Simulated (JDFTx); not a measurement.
Run report: Na2S, geometry relaxation (part 2 of 2)

Continued. System: Na2S (3 atoms in the cell). Method: Kohn-Sham DFT of a periodic cell, LDA, PseudoDojo-SR-LDA-0.4.1-standard, no spin polarisation (JDFTx 1.7.0 (patched build)); cutoff 1197.3 eV, 7×7×7 k-mesh, fermi-dirac of 0.05 eV. The structure derives from an entry of the Crystallography Open Database.

## Log, continued
```
-------- Electronic minimization -----------
Will mix electronic density at each iteration.
	FillingsUpdate:  mu: +0.110246713  nElectrons: 24.000000
	FillingsUpdate:  mu: +0.127719437  nElectrons: 24.000000
SCF: Cycle:  0   F: -101.661025905758848   dF: -5.181e-03   |Residual|: 1.510e-02   |deigs|: 1.549e-02
	FillingsUpdate:  mu: +0.129719620  nElectrons: 24.000000
SCF: Cycle:  1   F: -101.661432723265946   dF: -4.068e-04   |Residual|: 3.229e-03   |deigs|: 2.282e-03
	FillingsUpdate:  mu: +0.130299484  nElectrons: 24.000000
SCF: Cycle:  2   F: -101.661457499812755   dF: -2.478e-05   |Residual|: 7.678e-04   |deigs|: 7.245e-04
	FillingsUpdate:  mu: +0.130255191  nElectrons: 24.000000
SCF: Cycle:  3   F: -101.661457742671146   dF: -2.429e-07   |Residual|: 1.445e-04   |deigs|: 8.235e-05
	FillingsUpdate:  mu: +0.130276822  nElectrons: 24.000000
SCF: Cycle:  4   F: -101.661457840807472   dF: -9.814e-08   |Residual|: 7.230e-05   |deigs|: 5.728e-05
	FillingsUpdate:  mu: +0.130261583  nElectrons: 24.000000
SCF: Cycle:  5   F: -101.661457846594928   dF: -5.787e-09   |Residual|: 4.084e-05   |deigs|: 6.270e-05
	FillingsUpdate:  mu: +0.130271624  nElectrons: 24.000000
SCF: Cycle:  6   F: -101.661457853519593   dF: -6.925e-09   |Residual|: 6.160e-06   |deigs|: 2.002e-04
	FillingsUpdate:  mu: +0.130272862  nElectrons: 24.000000
SCF: Cycle:  7   F: -101.661457854056707   dF: -5.371e-10   |Residual|: 7.487e-06   |deigs|: 6.794e-05
	FillingsUpdate:  mu: +0.130271165  nElectrons: 24.000000
SCF: Cycle:  8   F: -101.661457854284876   dF: -2.282e-10   |Residual|: 1.432e-06   |deigs|: 5.236e-05
SCF: Converged (|Delta E|<1.000000e-09 for 2 iters).

Setting wave functions to eigenvectors of Hamiltonian
# Lattice vectors:
R =
[            0      6.02293      6.02293  ]
[      6.02293            0      6.02293  ]
[      6.02293      6.02293            0  ]
unit cell volume = 436.973

# Strain tensor in Cartesian coordinates:
[   -0.0263635            0            0  ]
[            0   -0.0263635            0  ]
[            0            0   -0.0263635  ]

# Stress tensor in Cartesian coordinates [Eh/a0^3]:
[ -6.04814e-06            0            0  ]
[            0 -6.04814e-06            0  ]
[            0            0 -6.04814e-06  ]

# Ionic positions in lattice coordinates:
ion S  -0.000000000000000  -0.000000000000000   0.000000000000000 1
ion Na   0.750000000000000   0.750000000000000   0.750000000000000 1
ion Na   0.250000000000000   0.250000000000000   0.250000000000000 1

# Forces in Cartesian coordinates:
force S  -0.000000000000000  -0.000000000000000   0.000000000000000 1
force Na   0.000000000000000   0.000000000000000  -0.000000000000000 1
force Na   0.000000000000000  -0.000000000000000   0.000000000000000 1

# Energy components:
   Eewald =      -52.1987190862303905
       EH =       38.3393631483229953
     Eloc =     -103.2227944680046221
      Enl =      -28.1980615306762061
      Exc =      -16.5829730818352061
 Exc_core =        0.7475647163183187
       KE =       59.4541624478202664
-------------------------------------
     Etot =     -101.6614578542848335
       TS =        0.0000000000000448
-------------------------------------
        F =     -101.6614578542848761

LatticeMinimize: Iter:   2  F: -101.661457854284876  |grad|_K:  5.873e-04  alpha:  1.000e+00  linmin:  1.000e+00

#--- Lowdin population analysis ---
# oxidation-state S -1.145
# oxidation-state Na +0.616 +0.616

-------- Electronic minimization -----------
Will mix electronic density at each iteration.
	FillingsUpdate:  mu: +0.130271165  nElectrons: 24.000000
	FillingsUpdate:  mu: +0.128817552  nElectrons: 24.000000
SCF: Cycle:  0   F: -101.661462152337492   dF: -4.304e-05   |Residual|: 1.151e-03   |deigs|: 2.020e-04
	FillingsUpdate:  mu: +0.128662860  nElectrons: 24.000000
SCF: Cycle:  1   F: -101.661464577835858   dF: -2.425e-06   |Residual|: 2.595e-04   |deigs|: 1.943e-04
	FillingsUpdate:  mu: +0.128617185  nElectrons: 24.000000
SCF: Cycle:  2   F: -101.661464738359257   dF: -1.605e-07   |Residual|: 7.093e-05   |deigs|: 6.424e-05
	FillingsUpdate:  mu: +0.128623126  nElectrons: 24.000000
SCF: Cycle:  3   F: -101.661464741478511   dF: -3.119e-09   |Residual|: 3.182e-05   |deigs|: 1.159e-05
	FillingsUpdate:  mu: +0.128621186  nElectrons: 24.000000
SCF: Cycle:  4   F: -101.661464742315971   dF: -8.375e-10   |Residual|: 4.870e-06   |deigs|: 1.028e-05
	FillingsUpdate:  mu: +0.128622604  nElectrons: 24.000000
SCF: Cycle:  5   F: -101.661464742512621   dF: -1.966e-10   |Residual|: 2.177e-06   |deigs|: 8.831e-06
SCF: Converged (|Delta E|<1.000000e-09 for 2 iters).

Setting wave functions to eigenvectors of Hamiltonian
# Lattice vectors:
R =
[            0      6.03383      6.03383  ]
[      6.03383            0      6.03383  ]
[      6.03383      6.03383            0  ]
unit cell volume = 439.348

# Strain tensor in Cartesian coordinates:
[   -0.0246026            0            0  ]
[            0   -0.0246026            0  ]
[            0            0   -0.0246026  ]

# Stress tensor in Cartesian coordinates [Eh/a0^3]:
[  2.50184e-07            0            0  ]
[            0  2.50184e-07            0  ]
[            0            0  2.50184e-07  ]

# Ionic positions in lattice coordinates:
ion S  -0.000000000000000  -0.000000000000000   0.000000000000000 1
ion Na   0.750000000000000   0.750000000000000   0.750000000000000 1
ion Na   0.250000000000000   0.250000000000000   0.250000000000000 1

# Forces in Cartesian coordinates:
force S  -0.000000000000000   0.000000000000000   0.000000000000000 1
force Na  -0.000000000000000  -0.000000000000000  -0.000000000000000 1
force Na   0.000000000000000  -0.000000000000000   0.000000000000000 1

# Energy components:
   Eewald =      -52.1044797040857333
       EH =       38.3966706816982537
     Eloc =     -103.3712352951293241
      Enl =      -28.1980094446612313
      Exc =      -16.5807698570422239
 Exc_core =        0.7475647166743450
       KE =       59.4487941600333585
-------------------------------------
     Etot =     -101.6614647425125639
       TS =        0.0000000000000536
-------------------------------------
        F =     -101.6614647425126208

LatticeMinimize: Iter:   3  F: -101.661464742512621  |grad|_K:  2.443e-05  alpha:  1.000e+00  linmin:  1.000e+00

#--- Lowdin population analysis ---
# oxidation-state S -1.145
# oxidation-state Na +0.616 +0.616

-------- Electronic minimization -----------
Will mix electronic density at each iteration.
	FillingsUpdate:  mu: +0.128622604  nElectrons: 24.000000
	FillingsUpdate:  mu: +0.128680739  nElectrons: 24.000000
SCF: Cycle:  0   F: -101.661464746628909   dF: -6.282e-08   |Residual|: 3.968e-05   |deigs|: 6.441e-06
	FillingsUpdate:  mu: +0.128685148  nElectrons: 24.000000
SCF: Cycle:  1   F: -101.661464750216112   dF: -3.587e-09   |Residual|: 1.505e-05   |deigs|: 8.675e-06
	FillingsUpdate:  mu: +0.128686877  nElectrons: 24.000000
SCF: Cycle:  2   F: -101.661464750653167   dF: -4.371e-10   |Residual|: 3.859e-06   |deigs|: 9.176e-06
	FillingsUpdate:  mu: +0.128686653  nElectrons: 24.000000
SCF: Cycle:  3   F: -101.661464750676316   dF: -2.315e-11   |Residual|: 1.067e-06   |deigs|: 8.408e-06
SCF: Converged (|Delta E|<1.000000e-09 for 2 iters).

Setting wave functions to eigenvectors of Hamiltonian
# Lattice vectors:
R =
[            0      6.03341      6.03341  ]
[      6.03341            0      6.03341  ]
[      6.03341      6.03341            0  ]
unit cell volume = 439.257

# Strain tensor in Cartesian coordinates:
[     -0.02467            0            0  ]
[            0     -0.02467            0  ]
[            0            0     -0.02467  ]

# Stress tensor in Cartesian coordinates [Eh/a0^3]:
[ -5.33718e-08            0            0  ]
[            0 -5.33718e-08            0  ]
[            0            0 -5.33718e-08  ]

# Ionic positions in lattice coordinates:
ion S  -0.000000000000000  -0.000000000000000   0.000000000000000 1
ion Na   0.750000000000000   0.750000000000000   0.750000000000000 1
ion Na   0.250000000000000   0.250000000000000   0.250000000000000 1

# Forces in Cartesian coordinates:
force S  -0.000000000000000   0.000000000000000  -0.000000000000000 1
force Na   0.000000000000000   0.000000000000000  -0.000000000000000 1
force Na   0.000000000000000  -0.000000000000000  -0.000000000000000 1

# Energy components:
   Eewald =      -52.1080814711307383
       EH =       38.3944642263536409
     Eloc =     -103.3655435453106435
      Enl =      -28.1979946429325175
      Exc =      -16.5808525086004437
 Exc_core =        0.7475647166597951
       KE =       59.4489784742846652
-------------------------------------
     Etot =     -101.6614647506762594
       TS =        0.0000000000000533
-------------------------------------
        F =     -101.6614647506763163

LatticeMinimize: Iter:   4  F: -101.661464750676316  |grad|_K:  5.210e-06  alpha:  1.000e+00  linmin:  1.000e+00

#--- Lowdin population analysis ---
# oxidation-state S -1.145
# oxidation-state Na +0.616 +0.616

-------- Electronic minimization -----------
Will mix electronic density at each iteration.
	FillingsUpdate:  mu: +0.128686653  nElectrons: 24.000000
	FillingsUpdate:  mu: +0.128677200  nElectrons: 24.000000
SCF: Cycle:  0   F: -101.661464749806171   dF: -8.708e-10   |Residual|: 3.168e-06   |deigs|: 5.672e-06
	FillingsUpdate:  mu: +0.128676570  nElectrons: 24.000000
SCF: Cycle:  1   F: -101.661464750759265   dF: -9.531e-10   |Residual|: 5.963e-06   |deigs|: 9.344e-06
SCF: Converged (|Delta E|<1.000000e-09 for 2 iters).

Setting wave functions to eigenvectors of Hamiltonian
# Lattice vectors:
R =
[            0      6.03348      6.03348  ]
[      6.03348            0      6.03348  ]
[      6.03348      6.03348            0  ]
unit cell volume = 439.272

# Strain tensor in Cartesian coordinates:
[   -0.0246586            0            0  ]
[            0   -0.0246586            0  ]
[            0            0   -0.0246586  ]

# Stress tensor in Cartesian coordinates [Eh/a0^3]:
[  6.08705e-08            0            0  ]
[            0  6.08705e-08            0  ]
[            0            0  6.08705e-08  ]

# Ionic positions in lattice coordinates:
ion S   0.000000000000000  -0.000000000000000  -0.000000000000000 1
ion Na   0.750000000000000   0.750000000000000   0.750000000000000 1
ion Na   0.250000000000000   0.250000000000000   0.250000000000000 1

# Forces in Cartesian coordinates:
force S  -0.000000000000000   0.000000000000000   0.000000000000000 1
force Na   0.000000000000000  -0.000000000000000   0.000000000000000 1
force Na   0.000000000000000  -0.000000000000000  -0.000000000000000 1

# Energy components:
   Eewald =      -52.1074763325222747
       EH =       38.3948404509210448
     Eloc =     -103.3664929557228049
      Enl =      -28.1980158803899812
      Exc =      -16.5808356617139872
 Exc_core =        0.7475647166622342
       KE =       59.4489509120065662
-------------------------------------
     Etot =     -101.6614647507592082
       TS =        0.0000000000000533
-------------------------------------
        F =     -101.6614647507592650

LatticeMinimize: Iter:   5  F: -101.661464750759265  |grad|_K:  5.942e-06  alpha:  1.000e+00  linmin:  1.000e+00
LatticeMinimize: Converged (|Delta F|<1.000000e-06 for 2 iters).

#--- Lowdin population analysis ---
# oxidation-state S -1.145
# oxidation-state Na +0.616 +0.616

Dumping 'run.eigStats' ...
	eMin: -1.741304 at state 0 ( [ +0.000000 +0.000000 +0.000000 ] spin 0 )
	HOMO: +0.080013 at state 0 ( [ +0.000000 +0.000000 +0.000000 ] spin 0 )
	mu  : +0.128677
	LUMO: +0.171120 at state 0 ( [ +0.000000 +0.000000 +0.000000 ] spin 0 )
	eMax: +0.512050 at state 14 ( [ +0.000000 +0.428571 +0.428571 ] spin 0 )
	HOMO-LUMO gap: +0.091107
	Optical gap  : +0.091107 at state 0 ( [ +0.000000 +0.000000 +0.000000 ] spin 0 )
Done!
```

## Trajectory as extended XYZ (Å, eV, eV/Å), 6 frames, from step=0 to step=5
```
3
Lattice="0.0000 3.2735 3.2735 3.2735 0.0000 3.2735 3.2735 3.2735 0.0000" Properties=species:S:1:pos:R:3:forces:R:3 step=0 energy=-2766.31338
S     0.0000    0.0000    0.0000    0.0000   0.0000   0.0000
Na    4.9103    4.9103    4.9103    0.0000   0.0000   0.0000
Na    1.6368    1.6368    1.6368    0.0000   0.0000   0.0000
3
Lattice="0.0000 3.2606 3.2606 3.2606 0.0000 3.2606 3.2606 3.2606 0.0000" Properties=species:S:1:pos:R:3:forces:R:3 step=1 energy=-2766.32364
S     0.0000    0.0000    0.0000    0.0000   0.0000   0.0000
Na    4.8909    4.8909    4.8909    0.0000   0.0000   0.0000
Na    1.6303    1.6303    1.6303    0.0000   0.0000   0.0000
3
Lattice="0.0000 3.1872 3.1872 3.1872 0.0000 3.1872 3.1872 3.1872 0.0000" Properties=species:S:1:pos:R:3:forces:R:3 step=2 energy=-2766.34920
S     0.0000    0.0000    0.0000    0.0000   0.0000   0.0000
Na    4.7808    4.7808    4.7808    0.0000   0.0000   0.0000
Na    1.5936    1.5936    1.5936    0.0000   0.0000   0.0000
3
Lattice="0.0000 3.1930 3.1930 3.1930 0.0000 3.1930 3.1930 3.1930 0.0000" Properties=species:S:1:pos:R:3:forces:R:3 step=3 energy=-2766.34938
S     0.0000    0.0000    0.0000    0.0000   0.0000   0.0000
Na    4.7894    4.7894    4.7894    0.0000   0.0000   0.0000
Na    1.5965    1.5965    1.5965    0.0000   0.0000   0.0000
3
Lattice="0.0000 3.1927 3.1927 3.1927 0.0000 3.1927 3.1927 3.1927 0.0000" Properties=species:S:1:pos:R:3:forces:R:3 step=4 energy=-2766.34938
S     0.0000    0.0000    0.0000    0.0000   0.0000   0.0000
Na    4.7891    4.7891    4.7891    0.0000   0.0000   0.0000
Na    1.5964    1.5964    1.5964    0.0000   0.0000   0.0000
3
Lattice="0.0000 3.1928 3.1928 3.1928 0.0000 3.1928 3.1928 3.1928 0.0000" Properties=species:S:1:pos:R:3:forces:R:3 step=5 energy=-2766.34938
S     0.0000    0.0000    0.0000    0.0000   0.0000   0.0000
Na    4.7892    4.7892    4.7892    0.0000   0.0000   0.0000
Na    1.5964    1.5964    1.5964    0.0000   0.0000   0.0000
```

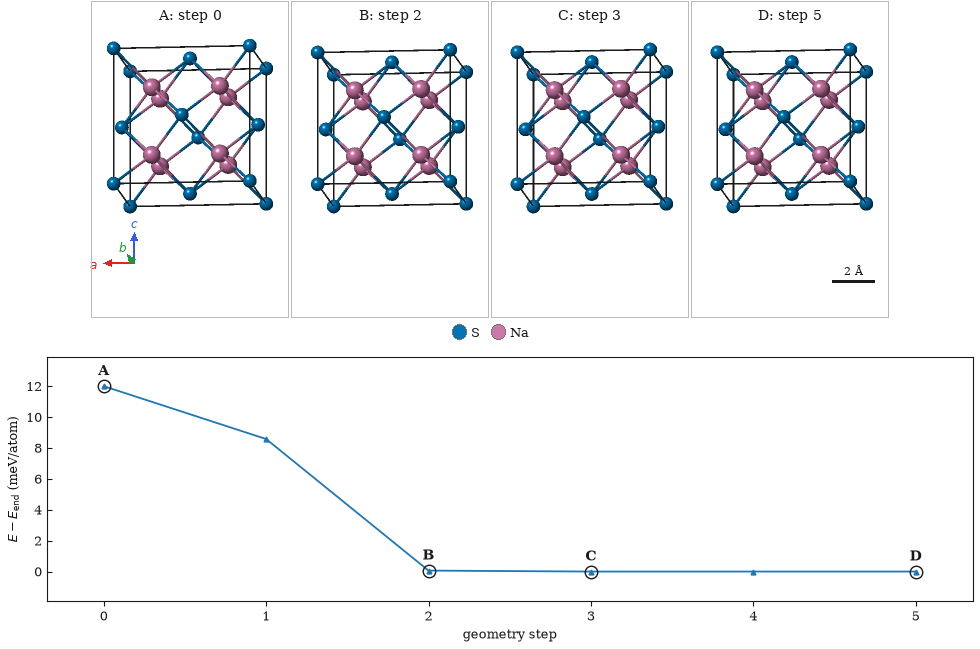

Fig. 1: Frames of the relaxation (ball-and-stick view of the cell 4 times as large as that of the calculation, set on its symmetry axes, seen at an oblique angle) above the curves, on which the letters mark them (steps are counted from 0).

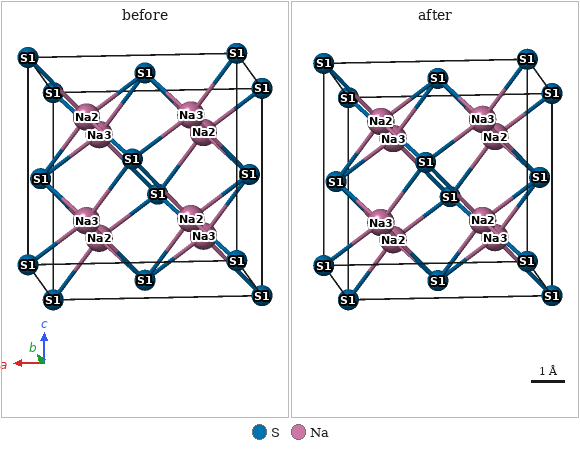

Fig. 2: Before (left) and after (right) the relaxation, at one scale (ball-and-stick view of the cell 4 times as large as that of the calculation, set on its symmetry axes, seen at an oblique angle). After 5 geometry steps the energy has fallen by 12.0 meV per atom. All forces vanish by symmetry, so only the cell relaxes. No atom moves by more than 0.005 Å relative to the cell. Cell: a = b = c 6.547 → 6.386 Å (−2.5 %). Volume −7.2 %. Among the contacts that change: S1–Na2 2.835 → 2.765 Å. The space group stays Fm-3m (No. 225). (Atoms are counted from 1 in the order of the input.)

This output came from the following input.

## Input file
```
lattice Face-Centered Cubic 12.3720369379
coords-type Lattice
ion S      0.0000000000     0.0000000000     0.0000000000 1
ion Na     0.7500000000     0.7500000000     0.7500000000 1
ion Na     0.2500000000     0.2500000000     0.2500000000 1

ion-species pseudo/S.upf
ion-species pseudo/Na.upf
elec-cutoff 44 352
elec-ex-corr lda-PW
kpoint-folding 7 7 7
elec-smearing Fermi 0.0018374661
elec-n-bands 18
electronic-SCF nIterations 100 energyDiffThreshold 1e-09
electronic-minimize nIterations 30 energyDiffThreshold 1e-7
forces-output-coords Cartesian
lattice-minimize nIterations 40 energyDiffThreshold 1e-6

dump-name run.$VAR
dump End Ecomponents EigStats BandEigs Kpoints Forces Stress
```

Launched with:
```bash
jdftx -c 1 -i Na2S.in -o Na2S.out
```

## Summary

| quantity | value |
| --- | --- |
| outcome | converged |
| space group (tolerance 0.01 Å) | Fm-3m (225) |
| electrons treated | 24 |
| free energy | −2766.3494 eV |
| gap on the k-point mesh | 2.48 eV |
| pressure | 0.00 GPa |
| final volume | 65.09 Å³ |
| largest force (length of the vector) at the end | under 0.001 eV/Å |
| final cell | a = 4.515 Å, b = 4.515 Å, c = 4.515 Å, α = 60.00°, β = 60.00°, γ = 60.00° |
| hardware | 1 thread of Intel Xeon (Sapphire Rapids), 32 GiB of memory available, shared host |
| wall time | 5.5 min |
| peak memory | 0.24 GiB |
